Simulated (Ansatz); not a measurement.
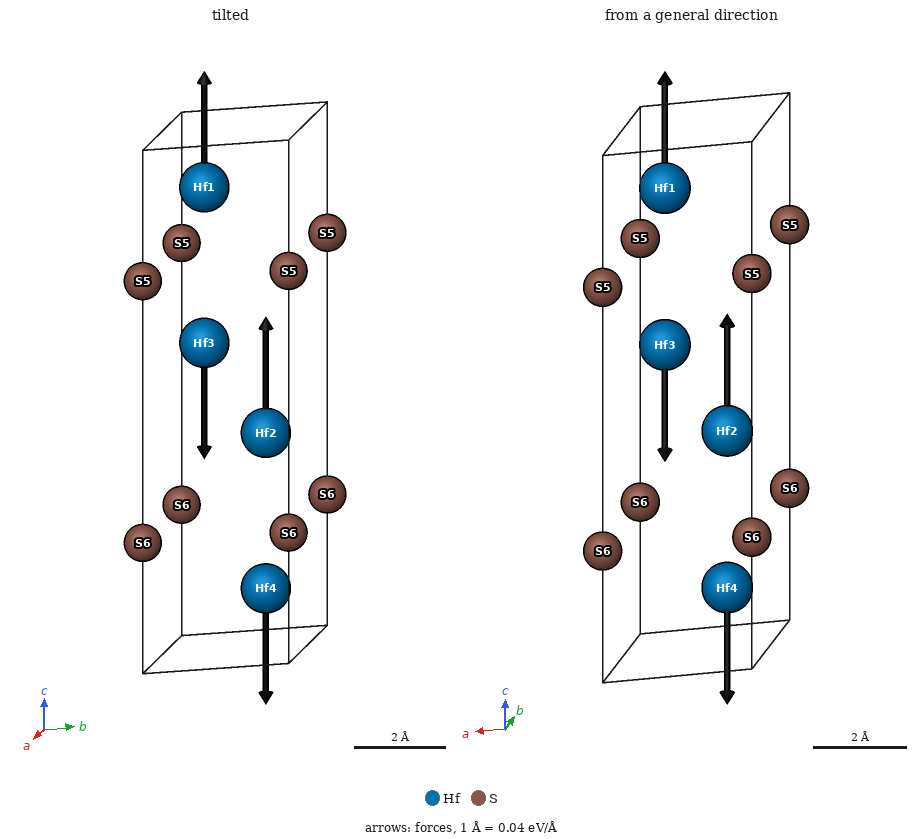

Spheres-only representation of a periodic structure, projected slightly off an axis and from a general direction. The simulation cell is drawn as a box. The arrows are the computed forces on the atoms.

System: Hf₂S. The numbers come from DFT PBEsol, scalar-relativistic, plane waves, PAW in Ansatz, using a 420 eV plane-wave basis, the zone sampled with 18×18×4 points, Gaussian smearing of 0.15 eV, no spin polarisation.

Are the forces small enough to call this converged?

No. The atoms still feel forces of up to about 0.086 eV/Å, above a usual threshold of 0.01 to 0.03 eV/Å.

Which atom is furthest from force balance?

All Hf atoms, about 0.086 eV/Å.

The cell started as a structure listed in the Materials Project. The cell was then strained or its atoms displaced on purpose. It was run through Ansatz as a DFT input.
